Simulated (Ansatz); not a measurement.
# Single-point calculation, with input and output: Li₂O (part 1 of 2)

System: Li₂O (slab, 48 atoms in the cell).
Method: DFT PBE+D3(BJ), scalar-relativistic, plane waves, PAW, no spin polarisation (Ansatz 0.2.0).

The structure derives from an entry of the Crystallography Open Database. It belongs to a series of runs on one base structure; here: the slab at its places in the relaxed adsorbed structure.

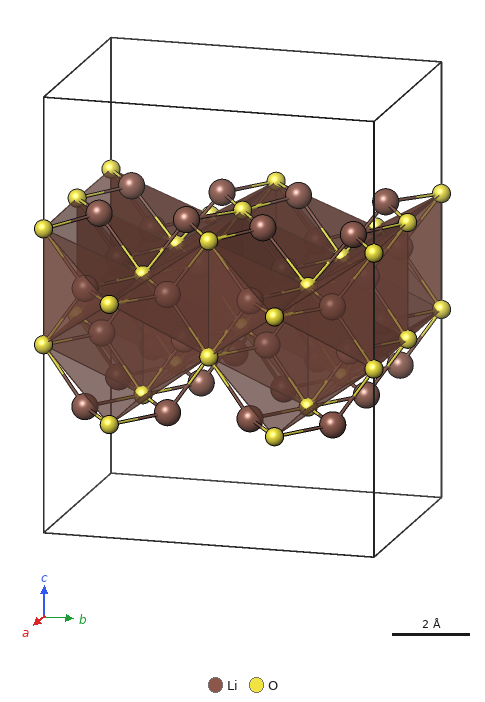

*The structure (polyhedral view of the cell of the calculation, with the vacuum cut short, seen slightly off an axis; polyhedra are completed across the faces of the cell). An atom can appear more than once, as a periodic image.*

**Input file**
```yaml
crystal:
  lattice:
    - [6.3987489437, 0.0, 0.0]
    - [0.0, 9.0491975384, 0.0]
    - [0.0, 0.0, 23.5802617078]
  atoms:
    - { symbol: Li, position: [0.5, 0.375, 0.3392668029] }
    - { symbol: Li, position: [0.5, 0.875, 0.3392668029] }
    - { symbol: Li, position: [0.0, 0.375, 0.3392668029] }
    - { symbol: Li, position: [0.0, 0.875, 0.3392668029] }
    - { symbol: Li, position: [0.5, 0.625, 0.3392668029] }
    - { symbol: Li, position: [0.5, 0.125, 0.3392668029] }
    - { symbol: Li, position: [0.0, 0.625, 0.3392668029] }
    - { symbol: Li, position: [0.0, 0.125, 0.3392668029] }
    - { symbol: O, position: [0.25, 0.25, 0.3392668029] }
    - { symbol: O, position: [0.25, 0.75, 0.3392668029] }
    - { symbol: O, position: [0.75, 0.25, 0.3392668029] }
    - { symbol: O, position: [0.75, 0.75, 0.3392668029] }
    - { symbol: Li, position: [0.75, 0.625, 0.4071068996] }
    - { symbol: Li, position: [0.75, 0.125, 0.4071068996] }
    - { symbol: Li, position: [0.25, 0.625, 0.4071068996] }
    - { symbol: Li, position: [0.25, 0.125, 0.4071068996] }
    - { symbol: Li, position: [0.75, 0.875, 0.4071068996] }
    - { symbol: Li, position: [0.75, 0.375, 0.4071068996] }
    - { symbol: Li, position: [0.25, 0.875, 0.4071068996] }
    - { symbol: Li, position: [0.25, 0.375, 0.4071068996] }
    - { symbol: O, position: [0.5, 0.5, 0.4071068996] }
    - { symbol: O, position: [0.5, 0.0, 0.4071068996] }
    - { symbol: O, position: [0.0, 0.5, 0.4071068996] }
    - { symbol: O, position: [0.0, 0.0, 0.4071068996] }
    - { symbol: Li, position: [0.0015930863, 0.8742388923, 0.4756236583] }
    - { symbol: Li, position: [-0.00166855, 0.3740987619, 0.4756126721] }
    - { symbol: Li, position: [0.4977789332, 0.8740032776, 0.4760306015] }
    - { symbol: Li, position: [0.5019811704, 0.3740769472, 0.4760365835] }
    - { symbol: Li, position: [-0.0019211975, 0.1257316018, 0.4755984236] }
    - { symbol: Li, position: [0.001414709, 0.6256199017, 0.475524084] }
    - { symbol: Li, position: [0.5021867176, 0.1259504755, 0.4759732897] }
    - { symbol: Li, position: [0.4979138189, 0.6259614219, 0.4760543057] }
    - { symbol: O, position: [0.7495837166, 0.7499524545, 0.4780348297] }
    - { symbol: O, position: [0.7502655107, 0.2501200853, 0.4776065393] }
    - { symbol: O, position: [0.2493942081, 0.7499373101, 0.4774790836] }
    - { symbol: O, position: [0.2503695089, 0.2499627972, 0.4779680348] }
    - { symbol: Li, position: [0.2476900567, 0.112854247, 0.5419485506] }
    - { symbol: Li, position: [0.246725953, 0.6178666218, 0.5447912309] }
    - { symbol: Li, position: [0.7528359522, 0.1177774805, 0.5451572818] }
    - { symbol: Li, position: [0.7518613168, 0.612849742, 0.5422272347] }
    - { symbol: Li, position: [0.2476928813, 0.3867918072, 0.5421074243] }
    - { symbol: Li, position: [0.2475490496, 0.8818187069, 0.5450903758] }
    - { symbol: Li, position: [0.751978249, 0.3819757989, 0.5451642401] }
    - { symbol: Li, position: [0.7520308045, 0.8869365873, 0.5421473107] }
    - { symbol: O, position: [-4.68004e-05, -9.92734e-05, 0.5408539936] }
    - { symbol: O, position: [-0.0003772327, 0.4996528087, 0.5408750125] }
    - { symbol: O, position: [0.4999977495, -0.0002502775, 0.5418305234] }
    - { symbol: O, position: [0.4995056597, 0.5000508258, 0.5418724508] }
basis:
  ecutwfc: 420
kpoints:
  mp_grid: { grid: [3, 2, 1] }
hamiltonian:
  xc: pbe
  dispersion: d3bj
scf:
  occupations: { method: gaussian, width: 0.05 }
output:
  forces: true
  eigenvalues: true
  write_density: true
  volumetric_format: npy
efield:
  axis: 3
  dipole_correction: true
  ramp_width: 0.04
```

Run on 4 threads of Arm Neoverse V1, 24 GiB of memory available, shared host.

Launched with:
```bash
ansatz run input.yaml --threads 4 --pin off --max-ram 10240MiB --backend cpu --events-out ev --progress --plain --runs-dir out
```

**The program's output**
```
Engine: ansatz 0.2.0, aarch64-unknown-linux-gnu
Pseudopotentials: kind: paw
Pseudopotential: Li, paw, valence charge 3, recommended cutoff 420 eV (normal), Li.paw.azcp
Pseudopotential: O, paw, valence charge 6, recommended cutoff 420 eV (normal), O.paw.azcp
Functional definition: PBE
  parameter kappa = 0.804
  parameter beta = 0.06672455060314922
  exchange = pbe_x(kappa = kappa, mu = beta*pi^2/3)
  correlation = pbe_c(beta = beta)
Crystal: 48 atoms, lattice volume = 1365.381 Å³
Basis set: ecut = 420 eV, 26697 PW (Γ), exchange–correlation on 90×128×320 points (8 copies of the dense FFT grid, shifted against one another)
Bands: 144, of which v1, the nominal top of the filled ones, is band 96 counted from 1 (95 counted from 0)
Symmetry: 1 space group operations
Space group: P1 (ITA 1), of the structure as read, at distance tolerance 1.1e-4 Å
k-points: 4 of 6 (time reversal used)
Non-local potential: Li, projectors of the file, l = 0: 3, l = 1: 2, l = 2: 1
Non-local potential: O, projectors of the file, l = 0: 2, l = 1: 2, l = 2: 1
PAW form: soft (Blöchl's): semilocal exchange-correlation on the pseudo side does not see the compensation charge
PAW one-centre angular grid: Li, 110 points (default); XC on 64 Gauss nodes
PAW one-centre angular grid: O, 110 points (default); XC on 64 Gauss nodes
Initial density: superposition of atomic densities (neutral atoms: chi_scale 0, normalization atom), corrected by the library's trained network
Initial wavefunctions: pseudopotential atomic-orbital guess
Functional: x = pbe(κ = 0.804, μ = 0.2195149727645171), c = pbe(β = 0.06672455060314922)
SCF iter   1: F=—  HF=-15679.240477 eV  |F-HF|=—  |Δ(HF+E_count)|=         —  Δρ=1.37e-3  dr2=4.11e-2  ethr=1.77e-3  p=0.133 e·Å  D=1.77e-2 V/Å  ΔV_dip=-0.42 eV  dr2_dipole=2.61e-3  V_vac-E_F(+/−)=3.18/3.60 eV  ⟨swp⟩=9.5  Hψ=3050  notcnv=0  defer=42
efield: sawtooth ramp at fractional position 0.9222 (placed from the atoms, in the widest stretch of the axis that holds none; the zero of the levels goes with the place), width 0.0400; the density the first Hamiltonian is built on has a dipole p = 0.133 e·Å; the dipole correction subtracts the counter field D = 1.77e-2 V/Å, which shifts the + side's vacuum level by -0.42 eV against the − side's; the planar-averaged density in the ramp window peaks in size at 1.7e-6 e/Å³
preconditioner: auto → Resta (q_TF=auto, 1.967 Å⁻¹)  ε∞=1.9  [insulator: Δε(μ)=3.276 eV  Ē_g=11.806 eV  σ=0.050 eV  W_gap=1.00  n_scr=162 (ndim 8)  ℏωp=11.4 eV  f_vac=0.666  D(μ)=0.00/eV (n_scr^D=0)  ε∞_Penn≈1.9  vacuum switching on, ρ_ref=1.0e-2 e/Å³]
SCF iter   2: F=—  HF=-15679.248923 eV  |F-HF|=—  |Δ(HF+E_count)|=   8.45e-3  Δρ=1.39e-3  dr2=1.87e-2  ethr=2.14e-5  p=0.077 e·Å  D=1.02e-2 V/Å  ΔV_dip=-0.24 eV  dr2_dipole=1.50e-4  V_vac-E_F(+/−)=3.19/3.43 eV  ⟨swp⟩=2.0  Hψ=906  notcnv=0  defer=172
SCF iter   3: F=—  HF=-15679.247364 eV  |F-HF|=—  |Δ(HF+E_count)|=   1.56e-3  Δρ=3.42e-4  dr2=1.84e-3  ethr=9.72e-6  p=0.070 e·Å  D=9.33e-3 V/Å  ΔV_dip=-0.22 eV  dr2_dipole=6.69e-5  V_vac-E_F(+/−)=3.22/3.44 eV  ⟨swp⟩=2.0  Hψ=638  notcnv=0  defer=172
SCF iter   4: F=—  HF=-15679.249604 eV  |F-HF|=—  |Δ(HF+E_count)|=   2.24e-3  Δρ=1.34e-4  dr2=2.59e-4  ethr=9.60e-7  p=0.057 e·Å  D=7.60e-3 V/Å  ΔV_dip=-0.18 eV  dr2_dipole=1.35e-6  V_vac-E_F(+/−)=3.21/3.39 eV  ⟨swp⟩=2.0  Hψ=628  notcnv=0  defer=172
SCF iter   5: F=—  HF=-15679.249744 eV  |F-HF|=—  |Δ(HF+E_count)|=   1.39e-4  Δρ=9.81e-5  dr2=1.05e-4  ethr=1.35e-7  p=0.055 e·Å  D=7.33e-3 V/Å  ΔV_dip=-0.17 eV  dr2_dipole=1.22e-8  V_vac-E_F(+/−)=3.20/3.37 eV  ⟨swp⟩=2.0  Hψ=658  notcnv=0  defer=172
SCF iter   6: F=—  HF=-15679.249731 eV  |F-HF|=—  |Δ(HF+E_count)|=   1.26e-5  Δρ=1.62e-5  dr2=2.86e-6  ethr=5.47e-8  p=0.055 e·Å  D=7.27e-3 V/Å  ΔV_dip=-0.17 eV  dr2_dipole=6.40e-10  V_vac-E_F(+/−)=3.20/3.37 eV  ⟨swp⟩=2.0  Hψ=658  notcnv=0  defer=172
SCF iter   7: F=—  HF=-15679.249638 eV  |F-HF|=—  |Δ(HF+E_count)|=   9.29e-5  Δρ=8.91e-6  dr2=1.03e-6  ethr=1.49e-9  p=0.055 e·Å  D=7.27e-3 V/Å  ΔV_dip=-0.17 eV  dr2_dipole=1.03e-9  V_vac-E_F(+/−)=3.20/3.37 eV  ⟨swp⟩=2.0  Hψ=786  notcnv=0  defer=172
SCF iter   8: F=-15679.249638 eV  HF=-15679.249638 eV  |F-HF|=1.52e-7  |Δ(HF+E_count)|=   2.23e-7  Δρ=3.03e-6  dr2=9.31e-8  ethr=5.21e-11  p=0.055 e·Å  D=7.28e-3 V/Å  ΔV_dip=-0.17 eV  dr2_dipole=2.26e-10  V_vac-E_F(+/−)=3.20/3.37 eV  ⟨swp⟩=18.8  Hψ=4002  notcnv=0
SCF 1 converged in 8 iterations: F = -15679.249638 eV  dr2 = 9.31e-8
  greatest PAW one-centre occupation: 1.000 electrons in one spin orbital (limit 2), on the Li atom at site 25 (counted from 0), in its partial waves of l = 0
SCF converged after 8 iterations
Free energy (F): -15679.249638 eV
Harris-Foulkes:  -15679.249638 eV  (|F-HF|=1.52e-7)
Internal energy: -15679.249638 eV  (E = F + TS)
E sigma→0 (E₀):  -15679.249638 eV
Fermi energy:    -0.927305 eV
Dipole field:    D = 0.007284 V/Å  (p = 0.054963 e·Å, saw-weighted, corrected)
Work function:   Φ+ = 3.2013 eV   Φ− = 3.3731 eV
Levels:          The Fermi level and band energies are counted from a zero that moves with the ramp; work functions are not
--- Per-component energies (eV) ---
  E_band       = -3852.290196
  E_kinetic    = 3561.656751
  E_local      = -130755.984709  (includes V_loc(G=0)·N_el)
  E_nonlocal   = -288.202436
  E_hartree    = 63300.442652
  E_xc         = -1558.132860
  E_vxc        = -1993.621380  (∫ρ·V_xc dr)
  E_paw        = -3203.449972  (= ΣΔE_a)
  E_vpaw       = -977.109592  (= ΣTr[D̂ρ^β])
  E_aug_tail   = 0.040064  (compensation charges beyond the density's cutoff)
  E_efield     = 0.000200  (sawtooth field / dipole correction)
  E_vefield    = 0.027033  (∫n·V_field dr)
  E_ewald      = 53273.452605
  E_disp       = -9.071932  (pairwise vdW)
  E_smearing   = -0.000000  (= −TS)
  E_closure    = -0.000000  (closes the sum)
  Σ components = -15679.249638   (vs F -15679.249638, Δ=0.00e0)
--- Forces (eV/Å), atoms counted from 1 ---
  atom   1  Li    -0.00114509    -1.06672291    -0.11435145
  atom   2  Li     0.00059356    -1.06733882    -0.11477638
  atom   3  Li     0.00099753    -1.06779562    -0.11843184
  atom   4  Li    -0.00039684    -1.06822960    -0.11841811
  atom   5  Li     0.00051802     1.06701918    -0.11427808
  atom   6  Li    -0.00123158     1.06705300    -0.11498895
  atom   7  Li    -0.00028415     1.06814426    -0.11862034
  atom   8  Li     0.00105585     1.06795723    -0.11867850
  atom   9  O     -0.00354822    -0.00026027     0.52496260
  atom  10  O     -0.00239470     0.00046827     0.52648125
  atom  11  O      0.00273343    -0.00062458     0.52949856
  atom  12  O      0.00371018     0.00021669     0.52629577
  atom  13  Li    -0.02032675     0.12059265     0.12399581
  atom  14  Li    -0.01039506     0.10895572     0.06968929
  atom  15  Li     0.01066674     0.10832951     0.07024234
  atom  16  Li     0.01474712     0.12073372     0.12475125
  atom  17  Li    -0.01710128    -0.12157382     0.12662183
  atom  18  Li    -0.01129095    -0.10675000     0.07453935
  atom  19  Li     0.00742114    -0.10912519     0.07074390
  atom  20  Li     0.01634602    -0.12059697     0.12389270
  atom  21  O      0.00006314     0.00003524    -0.50867938
  atom  22  O      0.00100007    -0.00012555    -0.50980718
  atom  23  O     -0.00099824    -0.00308910    -0.53644369
  atom  24  O     -0.00322272     0.00185967    -0.53290686
  atom  25  Li    -0.02252662     0.01213064    -0.02669785
  atom  26  Li     0.01315847     0.01998283    -0.02067380
  atom  27  Li     0.03131963     0.04866860     0.02666979
  atom  28  Li    -0.02539152     0.05057005     0.02819367
  atom  29  Li     0.02382036    -0.01604972    -0.02705606
  atom  30  Li    -0.03137175    -0.01651823    -0.01723786
  atom  31  Li    -0.02376115    -0.05143999     0.03978152
  atom  32  Li     0.02841145    -0.04991682     0.02566870
  atom  33  O      0.04320666    -0.00265086    -0.04169284
  atom  34  O      0.02273587    -0.01577059     0.17004261
  atom  35  O     -0.01862175    -0.00127928     0.18327196
  atom  36  O     -0.04846348    -0.00455952    -0.03887214
  atom  37  Li     0.12106863    -0.00709031     0.09358311
  atom  38  Li     0.10995377    -0.28952051    -0.04878887
  atom  39  Li    -0.11406206    -0.27670894    -0.07248573
  atom  40  Li    -0.10862614     0.00068016     0.07625457
  atom  41  Li     0.11139010     0.00882241     0.09394077
  atom  42  Li     0.10026433     0.28787468    -0.06323568
  atom  43  Li    -0.09675838     0.28047278    -0.07524256
  atom  44  Li    -0.11161880    -0.00344456     0.08003697
  atom  45  O      0.00389338    -0.00026294    -0.00114482
  atom  46  O      0.00167964     0.01521948    -0.00768401
  atom  47  O     -0.00318595     0.01370281    -0.12184625
  atom  48  O      0.00596838    -0.00204798    -0.12595047
  max |Σ_I F_I| component: 1.69e-4 eV/Å
--- Band table (eV) ---
```
